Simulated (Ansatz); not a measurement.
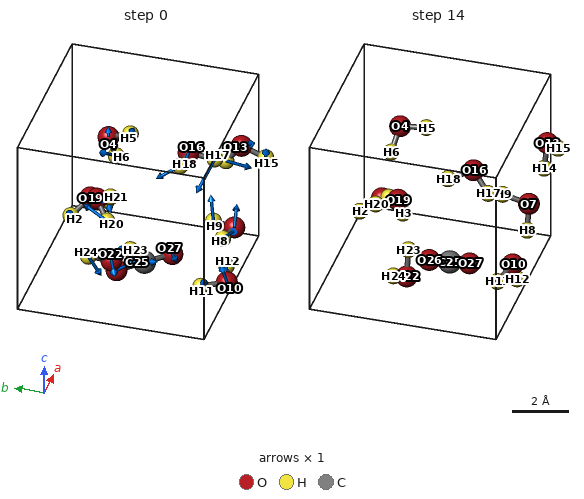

The structure of an amorphous cell of composition H₁₆CO₁₀ before (left) and after (right) a relaxation, at one scale. The blue arrows give the displacements, at their true length.

The picture is a ball-and-stick view of the cell of the calculation, seen from a free direction.

The cell holds 8 H2O + 1 CO2. The run prepares the start of a later molecular dynamics calculation, from a guessed geometry.

Method: Ansatz, DFT PBE-D3(BJ), scalar-relativistic, plane waves, PAW.

The input:
```yaml
accuracy: low
crystal:
  lattice:
    - [6.956189, 0.0, 0.0]
    - [0.0, 6.956189, 0.0]
    - [0.0, 0.0, 6.956189]
  atoms:
    - { symbol: O, position: [0.3825925, 0.7210713, 0.4992107] }
    - { symbol: H, position: [0.3237313, 0.8087742, 0.4084872] }
    - { symbol: H, position: [0.4855647, 0.6616927, 0.426698] }
    - { symbol: O, position: [0.6748313, 0.7095363, 0.6870397] }
    - { symbol: H, position: [0.651614, 0.5853621, 0.7455967] }
    - { symbol: H, position: [0.7097123, 0.6788836, 0.5557731] }
    - { symbol: O, position: [0.8700014, 0.0920149, 0.1187364] }
    - { symbol: H, position: [0.733363, 0.11395, 0.1340981] }
    - { symbol: H, position: [0.9227789, 0.2195933, 0.1006953] }
    - { symbol: O, position: [0.3580744, -0.0178353, 0.1287309] }
    - { symbol: H, position: [0.2857923, 0.1011696, 0.128156] }
    - { symbol: H, position: [0.4908176, 0.0234187, 0.1367647] }
    - { symbol: O, position: [0.8826783, 0.057613, 0.621717] }
    - { symbol: H, position: [0.8868833, 0.1415485, 0.5107019] }
    - { symbol: H, position: [0.8914018, -0.0703561, 0.5675412] }
    - { symbol: O, position: [0.393527, 0.197898, 0.8662604] }
    - { symbol: H, position: [0.4209512, 0.0650744, 0.834749] }
    - { symbol: H, position: [0.2545084, 0.2031297, 0.8720608] }
    - { symbol: O, position: [0.0103344, 0.5768733, 0.7571629] }
    - { symbol: H, position: [-0.0844524, 0.4958508, 0.6952112] }
    - { symbol: H, position: [0.1306499, 0.5391803, 0.6980816] }
    - { symbol: O, position: [0.080035, 0.5198797, 0.3394906] }
    - { symbol: H, position: [0.0726561, 0.4161182, 0.4320449] }
    - { symbol: H, position: [0.0029623, 0.6210737, 0.3961189] }
    - { symbol: C, position: [0.5557423, 0.4819528, 0.0317433] }
    - { symbol: O, position: [0.429645, 0.5947292, 0.0412785] }
    - { symbol: O, position: [0.6818396, 0.3691763, 0.0222082] }
basis:
  ecutwfc: 420.0
kpoints:
  mp_grid: { grid: [1, 1, 1] }
hamiltonian:
  xc: pbe
  dispersion: d3bj
scf:
  occupations: { method: fermi_dirac, width: 0.02 }
  lower_state_search: "off"
relax:
  f_tol: 0.3
  max_steps: 15
  adjacent_minimum: "off"
```

Launched with:
```bash
ansatz run input.yaml --threads 1 --pin off --max-ram 3072MiB --backend cpu --events-out ev --progress --plain --runs-dir out
```

Q: Summarise the run.

A: The relaxation stopped without meeting its thresholds, so the last structure isn't shown to be converged. It used up its limit of 15 steps. After 14 geometry steps the energy has fallen by 179 meV per atom. The largest force component goes from 1.5 to 0.42 eV/Å. The atom that moves furthest is H17 (1.49 Å along [−3 1 −2]). Largest moves by element: H 1.49 Å, O 1.01 Å, C 0.53 Å. The lattice vectors keep their values. Near-neighbour distances that change, for instance: O1–H2 0.969 → 1.012 Å, O10–H11 0.969 → 1.001 Å, O13–H14 0.969 → 0.985 Å, O13–H15 0.969 → 0.985 Å. Among the angles between lasting bonds that change: O26–C25–O27 180.0° → 177.9°. The run took 10 s on 1 thread of AMD EPYC 9R45 96-Core Processor (Zen 5), with other jobs on the host, peak memory 0.44 GiB.

Limits of the set-up: the program's low-accuracy preset was used; the periodic images lie only 7.0 Å apart, so the values are limited by the cell's size.
